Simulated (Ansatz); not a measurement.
The calculation's input:

```
crystal:
  lattice:
    - [2.421291, 0.0, 0.0]
    - [0.0, 6.445952, 0.0]
    - [0.0, 0.0, 7.067043]
  atoms:
    - { symbol: Cu, position: [0.0, 0.5, 0.0] }
    - { symbol: O, position: [0.0, 0.5, 0.412435] }
    - { symbol: O, position: [0.0, 0.5, 0.587565] }
basis:
  ecutwfc: 420
kpoints:
  mp_grid: { grid: [18, 8, 6] }
hamiltonian:
  xc: pbe
scf:
  occupations: { method: gaussian, width: 0.1 }
  lower_state_search: "off"
output:
  forces: true
  stress: true
  eigenvalues: true
  write_density: true
  write_potential: true
  elf: true
  volumetric_format: npy
relax:
  adjacent_minimum: "off"
  f_tol: 0.01
  max_steps: 60
  cell: { stress_tol: 0.05 }
```

Launched as:

```sh
ansatz run input.yaml --threads 1 --pin off --max-ram 2560MiB --backend cpu --events-out ev --progress --plain --runs-dir out
```

Below, planes, directions and counts refer to the conventional cell (a = 2.30 Å, b = 6.19 Å, c = 7.96 Å, α = 90.00°, β = 90.00°, γ = 90.00°).

The fields are those of the relaxed geometry.

Space group Pmmm; a structure from a database of computed crystals, not necessarily the ambient phase; computed without spin polarisation.

Theory: DFT PBE, scalar-relativistic, plane waves, PAW (Ansatz).

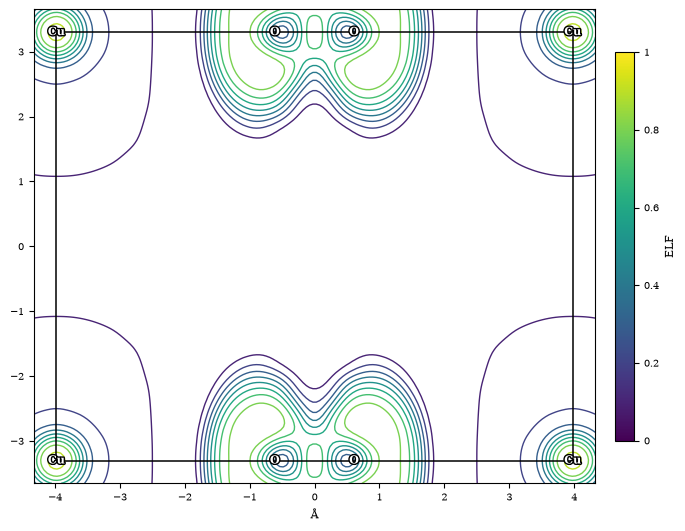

CuO₂. Electron localisation function on the (11̄0) plane of the conventional cell.

Interpret the plot.

- Atoms in the plane: Cu and O.
- O–O (1.22 Å): the ELF peaks at about 0.75 between the atoms.
- The ELF also peaks beside O, away from the bonds: lone-pair regions.
- The features right at Cu lie inside the PAW spheres, where the map follows smoothed inner orbitals and isn't to be read closely.
